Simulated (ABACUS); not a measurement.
**Band-structure run, with input and output: Bi**

- system: Bi (Im-3m, 1 atom in the cell)
- method: Kohn-Sham DFT of a periodic cell, r2SCAN, SG15 ONCV 1.2 PBE, no spin polarisation (ABACUS 3.10.1)

The structure derives from a Materials Project entry. It belongs to a series of runs on one base structure; here: bands on the converged density.

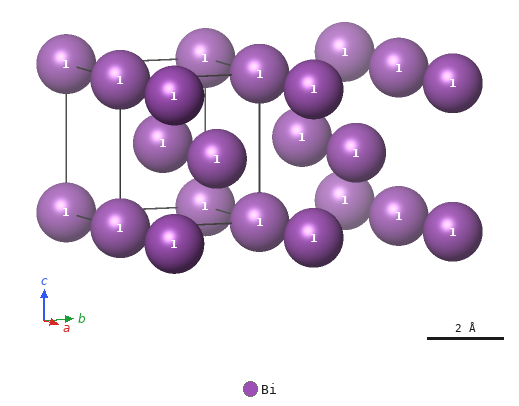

**Figure 1.** The structure as given in the input (spheres-only view of the cell 2 times as large as that of the calculation, set on its symmetry axes, repeated 2 × 2 × 1, seen slightly off an axis; atoms are numbered from 1 in the order of the input).

## Input
```
INPUT_PARAMETERS
suffix              Bi
calculation         nscf
basis_type          lcao
pseudo_dir          ./
orbital_dir         ./
symmetry            -1
dft_functional      MGGA_X_R2SCAN+MGGA_C_R2SCAN
ecutwfc             100.0
pseudo_rcut         10
nspin               1
nbands              18
ks_solver           genelpa
smearing_method     fd
smearing_sigma      0.00367493
scf_thr             1e-07
scf_nmax            100
mixing_type         broyden
mixing_beta         0.7
mixing_tau          1
init_chg            file
out_band            1
```

## File STRU
```
ATOMIC_SPECIES
Bi 208.9804 Bi_ONCV_PBE-1.2.upf

NUMERICAL_ORBITAL
Bi_confined-atom_8au_2s2p2d.orb

LATTICE_CONSTANT
1.8897261246

LATTICE_VECTORS
-1.9814305318 1.9814305318 1.9814305318
1.9814305318 -1.9814305318 1.9814305318
1.9814305318 1.9814305318 -1.9814305318

ATOMIC_POSITIONS
Direct

Bi
0.0
1
0.0000000000 0.0000000000 0.0000000000 1 1 1
```

## File KPT
```
K_POINTS
8
Line
0.00000000 0.00000000 0.00000000 10 // G
0.50000000 -0.50000000 0.50000000 10 // H
0.00000000 0.00000000 0.50000000 10 // N
0.00000000 0.00000000 0.00000000 10 // G
0.25000000 0.25000000 0.25000000 10 // P
0.50000000 -0.50000000 0.50000000 1 // H
0.25000000 0.25000000 0.25000000 10 // P
0.00000000 0.00000000 0.50000000 1 // N
```

Launch command:
```bash
OMP_NUM_THREADS=1 mpirun -np 4 abacus > log
```

## What the program printed
```
ABACUS v3.10.1

               Atomic-orbital Based Ab-initio Computation at UStc

 ------------------------------------------------------------------------------------

 READING GENERAL INFORMATION
                           global_out_dir = OUT.Bi/
                           global_in_card = INPUT
                               pseudo_dir = ./
                              orbital_dir = ./
                                    DSIZE = 4
                                    GSIZE = 1

 READING UNITCELL INFORMATION
                                    ntype = 1
                  lattice constant (Bohr) = 1.88973
              lattice constant (Angstrom) = 1

 READING ATOM TYPE 1
                               atom label = Bi
                      L=0, number of zeta = 2
                      L=1, number of zeta = 2
                      L=2, number of zeta = 2
             number of atom for this type = 1

                        TOTAL ATOM NUMBER = 1
DIRECT COORDINATES
    atom                   x                   y                   z     mag                  vx                  vy                  vz
taud_Bi1            0.0000000000        0.0000000000        0.0000000000  0.0000        0.0000000000        0.0000000000        0.0000000000

                          Volume (Bohr^3) = 209.987
                             Volume (A^3) = 31.1169

 Lattice vectors: (Cartesian coordinate: in unit of a_0)
             -1.98143            +1.98143            +1.98143
             +1.98143            -1.98143            +1.98143
             +1.98143            +1.98143            -1.98143
 Reciprocal vectors: (Cartesian coordinate: in unit of 2 pi/a_0)
                   +0           +0.252343           +0.252343
            +0.252343                  +0           +0.252343
            +0.252343           +0.252343                  +0
 The esolver type has been set to : ksdft_lcao

                PAO radial cut off (Bohr) = 10

 Read in pseudopotential file is Bi_ONCV_PBE-1.2.upf
                     pseudopotential type = NC
          exchange-correlation functional = PBE
                 nonlocal core correction = 0
                        valence electrons = 15
                                     lmax = 3
                           number of zeta = 0
                     number of projectors = 8
                           L of projector = 0
                           L of projector = 0
                           L of projector = 1
                           L of projector = 1
                           L of projector = 2
                           L of projector = 2
                           L of projector = 3
                           L of projector = 3
 XC functional updated to : MGGA_X_R2SCAN+MGGA_C_R2SCAN
          exchange-correlation functional = MGGA_X_R2SCAN+MGGA_C_R2SCAN
     initial pseudo atomic orbital number = 0

 SETUP THE ELECTRONS NUMBER
            electron number of element Bi = 15
      total electron number of element Bi = 15
            AUTOSET number of electrons:  = 15
                           occupied bands = 8
                                   NLOCAL = 18
                                   NBANDS = 18
                                   NBANDS = 18
                                   NLOCAL = 18

%%%%%%%%%%%%%%%%%%%%%%%%%%%%%%%%%%%%%%%%%%%%%%%%%%%%%%%%%%%%%%%%%%%%%%%%%%%%%%%%%%%%%%%%%%%%%%%%%%%%%%%%%%
 Warning: the number of valence electrons in pseudopotential > 5 for Bi: [Xe] 4f14 5d10 6s2 6p3
 Pseudopotentials with additional electrons can yield (more) accurate outcomes, but may be less efficient.
 If you're confident that your chosen pseudopotential is appropriate, you can safely ignore this warning.
%%%%%%%%%%%%%%%%%%%%%%%%%%%%%%%%%%%%%%%%%%%%%%%%%%%%%%%%%%%%%%%%%%%%%%%%%%%%%%%%%%%%%%%%%%%%%%%%%%%%%%%%%%

 SETUP THE PLANE WAVE BASIS
 energy cutoff for charge/potential (unit:Ry) = 400
            fft grid for charge/potential = [ 45, 45, 45 ]
                        fft grid division = [ 3, 3, 3 ]
        big fft grid for charge/potential = [ 15, 15, 15 ]
                                     nbxx = 900
                                     nrxx = 24300

 SETUP PLANE WAVES FOR CHARGE/POTENTIAL
                    number of plane waves = 28483
                         number of sticks = 1259

 PARALLEL PW FOR CHARGE/POTENTIAL
     PROC   COLUMNS(POT)             PW
        1            315           7122
        2            314           7119
        3            315           7121
        4            315           7121
 --------------- sum -------------------
        4           1259          28483
                            number of |g| = 258
                                  max |g| = 36.1685
                                  min |g| = 0.127354

----------- Double Check Mixing Parameters Begin ------------
mixing_type: broyden
mixing_beta: 0.7
mixing_gg0: 1
mixing_gg0_min: 0.1
mixing_ndim: 8
----------- Double Check Mixing Parameters End ------------

 SETUP K-POINTS
                                    nspin = 1
                                   nkstot = 62
K-POINTS DIRECT COORDINATES
 KPOINTS    DIRECT_X    DIRECT_Y    DIRECT_Z  WEIGHT
       1  0.00000000  0.00000000  0.00000000  1.0000
       2  0.05000000 -0.05000000  0.05000000  1.0000
       3  0.10000000 -0.10000000  0.10000000  1.0000
       4  0.15000000 -0.15000000  0.15000000  1.0000
       5  0.20000000 -0.20000000  0.20000000  1.0000
       6  0.25000000 -0.25000000  0.25000000  1.0000
       7  0.30000000 -0.30000000  0.30000000  1.0000
       8  0.35000000 -0.35000000  0.35000000  1.0000
       9  0.40000000 -0.40000000  0.40000000  1.0000
      10  0.45000000 -0.45000000  0.45000000  1.0000
      11  0.50000000 -0.50000000  0.50000000  1.0000
      12  0.45000000 -0.45000000  0.50000000  1.0000
      13  0.40000000 -0.40000000  0.50000000  1.0000
      14  0.35000000 -0.35000000  0.50000000  1.0000
      15  0.30000000 -0.30000000  0.50000000  1.0000
      16  0.25000000 -0.25000000  0.50000000  1.0000
      17  0.20000000 -0.20000000  0.50000000  1.0000
      18  0.15000000 -0.15000000  0.50000000  1.0000
      19  0.10000000 -0.10000000  0.50000000  1.0000
      20  0.05000000 -0.05000000  0.50000000  1.0000
      21  0.00000000  0.00000000  0.50000000  1.0000
      22  0.00000000  0.00000000  0.45000000  1.0000
      23  0.00000000  0.00000000  0.40000000  1.0000
      24  0.00000000  0.00000000  0.35000000  1.0000
      25  0.00000000  0.00000000  0.30000000  1.0000
      26  0.00000000  0.00000000  0.25000000  1.0000
      27  0.00000000  0.00000000  0.20000000  1.0000
      28  0.00000000  0.00000000  0.15000000  1.0000
      29  0.00000000  0.00000000  0.10000000  1.0000
      30  0.00000000  0.00000000  0.05000000  1.0000
[... 32 further k points ...]

           k-point number in this process = 62
       minimum distributed K point number = 62

[... K-POINTS CARTESIAN COORDINATES: 62 rows ...]

[... K-POINTS DIRECT COORDINATES: 62 rows ...]

 SETUP PLANE WAVES FOR WAVE FUNCTIONS
     energy cutoff for wavefunc (unit:Ry) = 100
              fft grid for wave functions = [ 45, 45, 45 ]
                    number of plane waves = 4537
                         number of sticks = 375

 PARALLEL PW FOR WAVE FUNCTIONS
     PROC   COLUMNS(POT)             PW
        1             94           1135
        2             93           1134
        3             94           1134
        4             94           1134
 --------------- sum -------------------
        4            375           4537

 SET NONLOCAL PSEUDOPOTENTIAL PROJECTORS
 max number of nonlocal projetors among all species is 8

 -------------------------------------------
 NONSELF-CONSISTENT
 -------------------------------------------

 SETUP SEARCHING RADIUS FOR PROGRAM TO SEARCH ADJACENT ATOMS
                  longest orb rcut (Bohr) = 8
   longest nonlocal projector rcut (Bohr) = 3.76
                     search radius (Bohr) = 23.5
              searching radius is (Bohr)) = 23.5
         searching radius unit is (Bohr)) = 1.89
                         PeriodicBoundary = 1
                        Radius(unit:lat0) = 12.4
                                   glayer = [ 6, 6, 6 ]
                             glayer_minus = [ 5, 5, 5 ]

Find the coordinate range of the input atom(unit:lat0).
                                  min_tau = [ -29.7, -29.7, -29.7 ]
                                  max_tau = [ 29.7, 29.7, 29.7 ]
                                BoxNumber = [ 11, 11, 11 ]

 SETUP EXTENDED REAL SPACE GRID FOR GRID INTEGRATION
                          real space grid = [ 45, 45, 45 ]
                 big cell numbers in grid = [ 15, 15, 15 ]
             meshcell numbers in big cell = [ 3, 3, 3 ]
                        extended fft grid = [ 23, 23, 23 ]
                dimension of extened grid = [ 62, 62, 62 ]
                            UnitCellTotal = 125
              Atom number in sub-FFT-grid = 1
    Local orbitals number in sub-FFT-grid = 18
                                ParaV.nnr = 12069
                                 init_chg = file
 try to read charge from file
 Read in the charge density: OUT.Bi//Bi-CHARGE-DENSITY.restart
 try to read kinetic energy density from file
 Read in the kinetic energy density: OUT.Bi//Bi-TAU-DENSITY.restart

 LCAO ALGORITHM --------------- ION=   1  ELEC=   1--------------------------------
[... levels at 62 k points of this process ...]

 Density error is 0.00000000000
----------------------------------------------------------
     Energy           Rydberg                 eV
----------------------------------------------------------
 E_KohnSham     -135.2164850887      -1839.7146607386
 E_KS(sigma->0) -135.2163838682      -1839.7132835629
 E_Harris       -135.2164850887      -1839.7146607386
 E_band         -5.4844963106        -74.6204004843
 E_one_elec     -36.9388271669       -502.5785269067
 E_Hartree      26.1051035165        355.1781547046
 E_xc           -15.0411363371       -204.6451585790
 E_Ewald        -109.3414226603      -1487.6663756060
 E_entropy(-TS) -0.0002024410        -0.0027543514
 E_descf        0.0000000000         0.0000000000
 E_exx          0.0000000000         0.0000000000
 E_Fermi        0.8574663089         11.6664276438
----------------------------------------------------------

 charge density convergence is achieved
 final etot is -1839.7146607 eV
 EFERMI = 11.666427644 eV

 STATE ENERGY(eV) AND OCCUPATIONS    NSPIN == 1
 1/62 kpoint (Cartesian) = 0.0000 0.0000 0.0000 (893 pws)
       1       -10.5885      0.0322581
       2       -10.5885      0.0322581
       3       -10.5885      0.0322581
       4       -10.4323      0.0322581
       5       -10.4323      0.0322581
       6       -2.12009      0.0322581
       7        17.2803    5.58362e-51
       8        17.2803    5.58362e-51
       9        17.2803    5.58362e-51
      10        21.8827        0.00000
      11        24.9385        0.00000
      12        24.9385        0.00000
      13        24.9385        0.00000
      14        27.4118        0.00000
      15        27.4118        0.00000
      16        61.3163        0.00000
      17        61.3163        0.00000
      18        61.3163        0.00000

 2/62 kpoint (Cartesian) = 0.0000 0.025234 0.0000 (889 pws)
       1       -10.5844      0.0322581
       2       -10.5844      0.0322581
       3       -10.5828      0.0322581
       4       -10.4363      0.0322581
       5       -10.4319      0.0322581
       6       -2.02717      0.0322581
       7        16.5337    1.70454e-44
       8        16.9886    1.90792e-48
       9        16.9886    1.90792e-48
      10        22.6348        0.00000
      11        25.0212        0.00000
      12        25.0212        0.00000
      13        25.0260        0.00000
      14        26.5781        0.00000
      15        27.7981        0.00000
      16        60.7051        0.00000
      17        60.7051        0.00000
      18        67.2978        0.00000

 3/62 kpoint (Cartesian) = 0.0000 0.050469 0.0000 (891 pws)
       1       -10.5721      0.0322581
       2       -10.5721      0.0322581
       3       -10.5665      0.0322581
       4       -10.4477      0.0322581
       5       -10.4319      0.0322581
       6       -1.74998      0.0322581
       7        15.0723    8.42921e-32
       8        16.2141    1.01881e-41
       9        16.2141    1.01881e-41
      10        24.0077        0.00000
      11        24.6429        0.00000
      12        25.2027        0.00000
      13        25.2027        0.00000
      14        25.2949        0.00000
      15        28.9986        0.00000
      16        53.8176        0.00000
      17        53.8176        0.00000
      18        54.4239        0.00000

 4/62 kpoint (Cartesian) = 0.0000 0.075703 0.0000 (894 pws)
       1       -10.5518      0.0322581
       2       -10.5518      0.0322581
       3       -10.5412      0.0322581
       4       -10.4656      0.0322581
       5       -10.4358      0.0322581
       6       -1.29594      0.0322581
       7        13.5834    7.21469e-19
       8        15.1681    1.24070e-32
       9        15.1681    1.24070e-32
      10        22.5357        0.00000
      11        25.1992        0.00000
      12        25.3298        0.00000
      13        25.3298        0.00000
      14        25.7658        0.00000
      15        31.1255        0.00000
      16        40.3762        0.00000
      17        45.4728        0.00000
      18        45.4728        0.00000

 5/62 kpoint (Cartesian) = 0.0000 0.10094 0.0000 (888 pws)
       1       -10.5242      0.0322581
       2       -10.5242      0.0322581
       3       -10.5092      0.0322581
       4       -10.4884      0.0322581
       5       -10.4476      0.0322581
       6      -0.681091      0.0322581
       7        12.2787    1.54973e-07
       8        14.0481    6.62905e-23
       9        14.0481    6.62905e-23
      10        20.7348    5.52062e-81
      11        25.5191        0.00000
      12        25.5191        0.00000
      13        26.0050        0.00000
      14        26.4763        0.00000
      15        33.4733        0.00000
      16        34.5136        0.00000
      17        43.1180        0.00000
      18        43.1180        0.00000

 6/62 kpoint (Cartesian) = 0.0000 0.12617 0.0000 (881 pws)
       1       -10.5139      0.0322581
       2       -10.4907      0.0322581
       3       -10.4907      0.0322581
       4       -10.4738      0.0322581
       5       -10.4694      0.0322581
       6      0.0648042      0.0322581
       7        11.2281      0.0322530
       8        12.9867    1.09822e-13
       9        12.9867    1.09822e-13
      10        19.3297    8.83461e-69
      11        25.7108        0.00000
      12        26.0896        0.00000
      13        26.0896        0.00000
      14        27.4857        0.00000
      15        31.0674        0.00000
      16        38.2870        0.00000
      17        44.5958        0.00000
      18        44.5958        0.00000

[... levels at 56 further k points ...]

 --------------------------------------------
 !FINAL_ETOT_IS -1839.714660738626 eV
 --------------------------------------------

 Output bands in file: OUT.Bi/BANDS_1.dat
```

## Standard output
```
ABACUS v3.10.1

               Atomic-orbital Based Ab-initio Computation at UStc

 dft_functional readin is: MGGA_X_R2SCAN+MGGA_C_R2SCAN
 dft_functional in pseudopot file is: PBE
 Please make sure this is what you need

%%%%%%%%%%%%%%%%%%%%%%%%%%%%%%%%%%%%%%%%%%%%%%%%%%%%%%%%%%%%%%%%%%%%%%%%%%%%%%%%%%%%%%%%%%%%%%%%%%%%%%%%%
 Warning: the number of valence electrons in pseudopotential > 5 for Bi: [Xe] 4f14 5d10 6s2 6p3
 Pseudopotentials with additional electrons can yield (more) accurate outcomes, but may be less efficient.
 If you're confident that your chosen pseudopotential is appropriate, you can safely ignore this warning.
%%%%%%%%%%%%%%%%%%%%%%%%%%%%%%%%%%%%%%%%%%%%%%%%%%%%%%%%%%%%%%%%%%%%%%%%%%%%%%%%%%%%%%%%%%%%%%%%%%%%%%%%%

 UNIFORM GRID DIM        : 45 * 45 * 45
 UNIFORM GRID DIM(BIG)   : 15 * 15 * 15
func,idMGGA_X_R2SCAN 497
func,idMGGA_C_R2SCAN 498
 ---------------------------------------------------------
 ---------------------------------------------------------
 SPIN    KPOINTS         PROCESSORS  THREADS     NBASE
 1       62              4           4           18
 ---------------------------------------------------------
 Use Systematically Improvable Atomic bases
 ---------------------------------------------------------
 ELEMENT ORBITALS        NBASE       NATOM       XC
 Bi      2s2p2d-8au      18          1
 ---------------------------------------------------------
 Initial plane wave basis and FFT box
 ---------------------------------------------------------
 -------------------------------------------
 NONSELF-CONSISTENT :
 -------------------------------------------
 START CHARGE      : file
 ITER       ETOT/eV          EDIFF/eV         DRHO         DKIN     TIME/s
 GE1     -1.83971466e+03   0.00000000e+00   0.0000e+00   0.0000e+00   0.39
```

## Results in brief

| quantity | value |
| --- | --- |
| outcome | converged |
| space group (tolerance 0.01 Å) | Im-3m (229) |
| electrons treated | 15 |
| Fermi energy of the self-consistent step | 12.143 eV |
| hardware | 4 threads of Intel Xeon (Granite Rapids), 16 GiB of memory available, shared host |
| wall time | 0.79 s (CPU time 2.8 s) |
| peak memory | 0.4 GiB |

## Notes

Points of doubt noted for this run: home made orbitals. Spin–orbit coupling is left out, which matters for Bi.
